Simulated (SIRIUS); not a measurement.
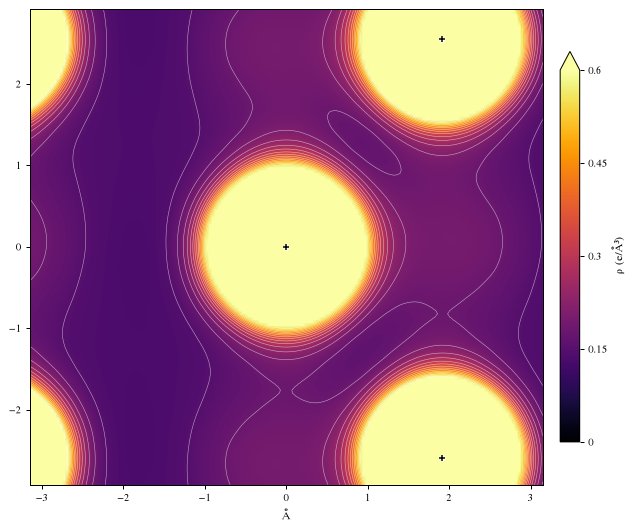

The total electron density on a plane through atoms (crosses mark nuclei in the plane).

The calculation used Kohn-Sham DFT of a periodic cell, PBEsol, all-electron FP-LAPW in SIRIUS 7.12.0.

Candidates:
A. ZrC, a = 3.34 Å, b = 4.73 Å, c = 3.34 Å, α = 90.00°, β = 90.00°, γ = 90.00°. Space group Imm2; not relaxed (largest force 0.3 eV/Å).
B. SrCl$_{2}$, a = 6.98 Å, b = 6.98 Å, c = 6.98 Å, α = 90.00°, β = 90.00°, γ = 90.00°. Space group Fm-3m.
C. Zr, a = 5.60 Å, b = 3.23 Å, c = 5.15 Å, α = 90.00°, β = 90.00°, γ = 90.00°. Space group C2/m.

Which candidate gave the map?

Answer. Candidate C: Zr on the (010) plane of the conventional cell, which holds Zr. Zr–Zr (3.19 Å): ρ is about 0.17 e/Å³ halfway. Zr–Zr (3.23 Å): ρ is about 0.16 e/Å³ halfway.
